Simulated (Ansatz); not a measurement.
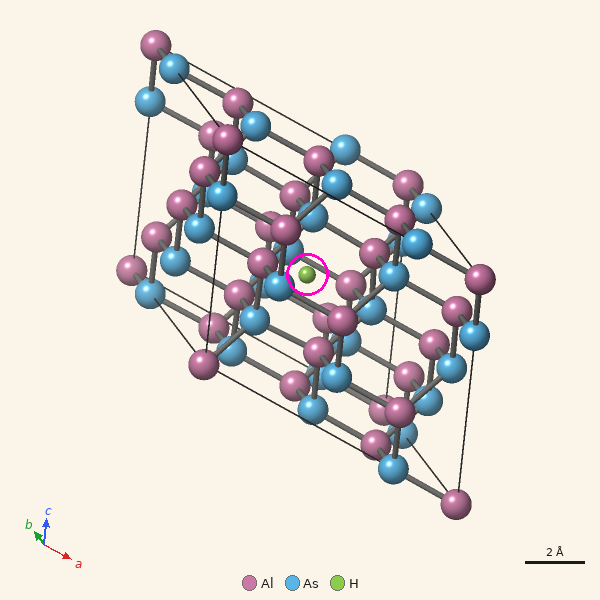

We look at a ball-and-stick model of the crystal slightly off an axis. Atoms at the boundary of the supercell (the box) are drawn once for each face, edge or corner they touch. The host is AlAs, in a cell of 32 sites, and the cell carries a charge of -1. A ring marks the defect's site.

Question: Which defect is modelled here, and what are its neighbours?

Answer: An interstitial hydrogen atom. It is bonded to no bonds drawn.

The atoms were relaxed in the host's cell with Ansatz, DFT PBE, scalar-relativistic, plane waves, PAW.
